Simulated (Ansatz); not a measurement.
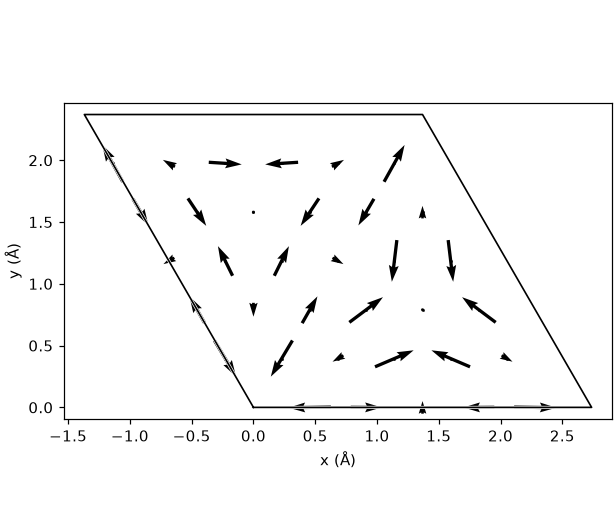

O on an Ir(111) slab cut from the Fm-3m phase, its upper half relaxed before the scan (3 atoms of substrate and one adsorbate in a 1 × 1 cell). O is moved over the surface cell; relaxed at each place: the height of the adsorbate's atoms; substrate rigid; the origin of the map has the adsorbate above Ir3. Places are given modulo a cell vector. The map is drawn in real space over the plane of the surface. The scan uses a 6 × 6 grid; 10 points were computed and 26 follow by symmetry. With one adsorbate in each 1 × 1 cell, its nearest image is 2.7 Å away, so neighbouring adsorbates interact. The runs have no spin polarisation; a magnetic state may lie lower. These are results of DFT PBE, scalar-relativistic, plane waves, PAW in Ansatz, not measurements. Settings: cutoff 420 eV, k-mesh 12×12×1, gaussian smearing 0.1 eV, no spin polarisation.

Drawn: dots at the grid points, arrows along the force (downhill), their lengths compressed, the outline of one cell of the plane.

Question: The arrows alone are given. Where are the wells?

Answer: The arrows converge at a threefold hollow over a third-layer Ir atom, (4/6, 2/6) of the cell vectors; the top site over a surface Ir atom, (0/6, 0/6) of the cell vectors (0.09 eV up); a threefold hollow over a second-layer Ir atom, (2/6, 4/6) of the cell vectors (0.37 eV up) (read from the interpolated surface).

The energy map of the same scan:

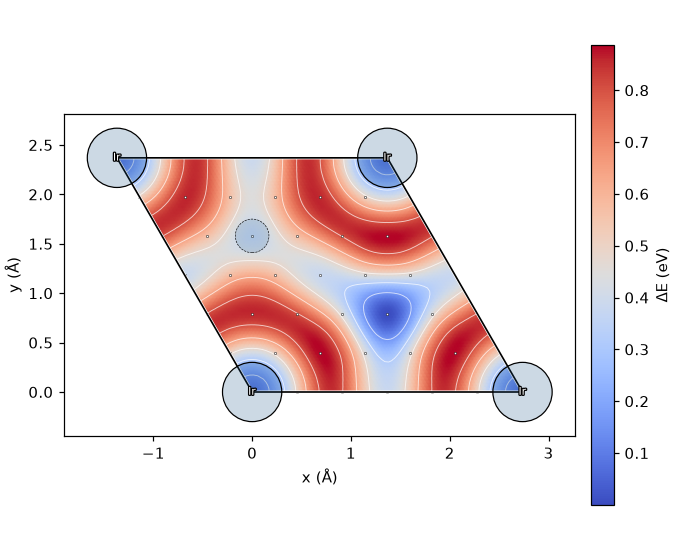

Energies are in eV, from the lowest grid point; between grid points the surface is interpolated.

PAW datasets: the set soft_1.
